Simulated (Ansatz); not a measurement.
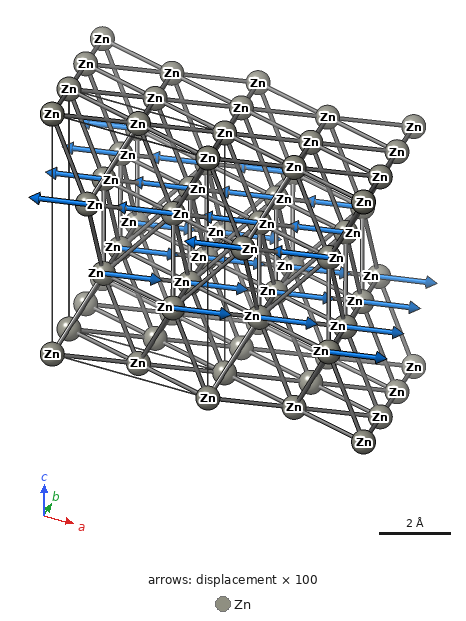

This is a relaxation of solid Zn (built on the database_12 type). The starting structure is drawn; blue arrows show the displacements (the part carried along by the change of the cell is left out), 100 times their true length.

The picture is a ball-and-stick view of the conventional cell (2 times the calculation's cell), repeated 2 × 3 × 1 with one cell outlined, seen slightly off an axis. Lengths and directions refer to the drawn axes.

Case: structure listed in a database for this formula (C2/m, No. 12).

Method: Ansatz 0.2.0, DFT PBEsol, scalar-relativistic, plane waves, PAW. Settings: plane-wave cutoff 420 eV; k-point mesh 20 × 20 × 8; occupations gaussian; smearing width 0.1 eV; no spin polarisation; cell and atoms relaxed; force threshold 0.01 eV/Å; at most 80 steps.

> Describe the change and its energy.

Over 13 accepted moves (17 points after the start) the energy falls by 2.7 meV per cell of the calculation. The largest force component goes from 0.00096 to 0.0025 eV/Å. The pressure goes from 0.01 to 0.01 GPa. The line search rejected the trial steps at points 3, 9 of the run. At 2 points the geometry stayed and the basis and grid were re-selected for the new cell (energy shift of 0.3 meV per cell of the calculation at most each time). The largest moves relative to the cell, 0.017 Å, are those of Zn atoms. The volume changes by +0.6 %, with a 4.621 → 4.540 Å (−1.8 %), b 2.645 → 2.629 Å (−0.6 %), c 7.092 → 7.258 Å (+2.3 %), β 103.4° → 101.7°. Some distances before and after: Zn–Zn 2.755 → 2.825 Å, Zn–Zn 2.755 → 2.797 Å, Zn–Zn 2.662 → 2.623 Å, Zn–Zn 2.645 → 2.629 Å. The space group stays C2/m (No. 12).
